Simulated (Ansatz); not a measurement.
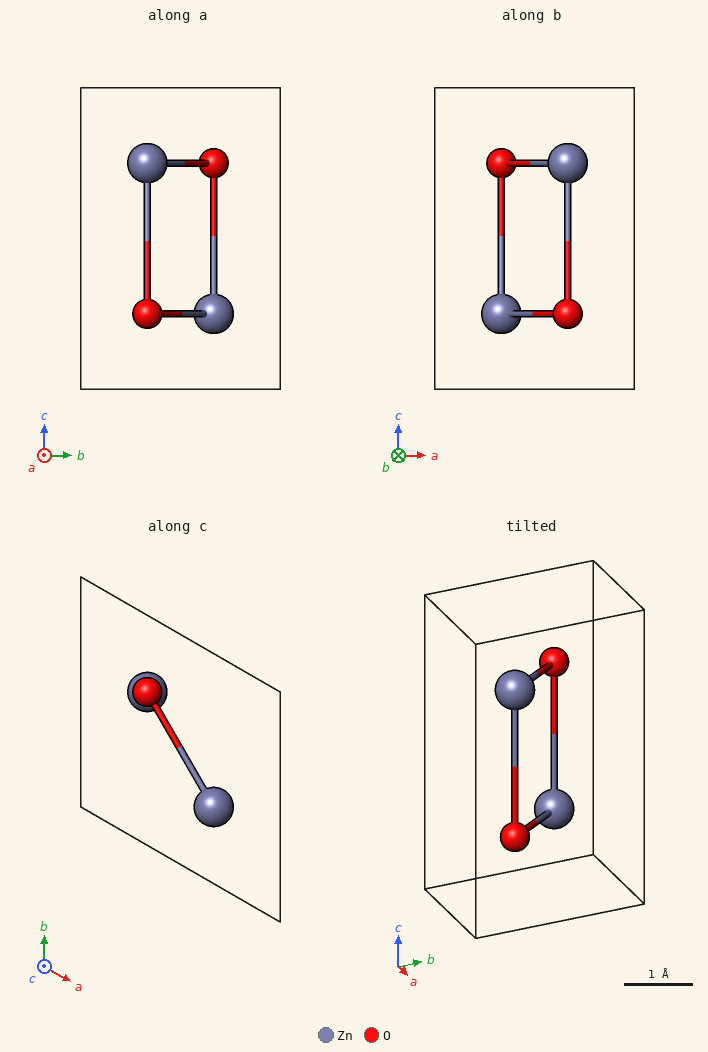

This ball-and-stick model is shown along the a axis, along the b axis, along the c axis and slightly off an axis. Thin lines show the conventional unit cell, with boundary atoms drawn in all their periodic places.

Lattice parameters: a = 3.4165 Å, b = 3.4165 Å, c = 4.4776 Å, α = 90.000°, β = 90.000°, γ = 120.000°.

**From the views, write a CIF in P1 with every atom of the cell.**

```cif
data_structure
_symmetry_space_group_name_H-M 'P 1'
_symmetry_Int_Tables_number 1
_cell_length_a 3.4165
_cell_length_b 3.4165
_cell_length_c 4.4776
_cell_angle_alpha 90.000
_cell_angle_beta 90.000
_cell_angle_gamma 120.000
_cell_volume 45.26
loop_
_atom_site_label
_atom_site_type_symbol
_atom_site_fract_x
_atom_site_fract_y
_atom_site_fract_z
_atom_site_occupancy
Zn1 Zn 0.3333 0.6667 0.2500 1
Zn2 Zn 0.6667 0.3333 0.7500 1
O1 O 0.6667 0.3333 0.2500 1
O2 O 0.3333 0.6667 0.7500 1
```

Source of the structure: a structure type filled with these elements by a generator (whether the compound takes this form wasn't checked). Earlier steps of the study may have refined or changed the cell and positions. It went into a calculation with Ansatz.
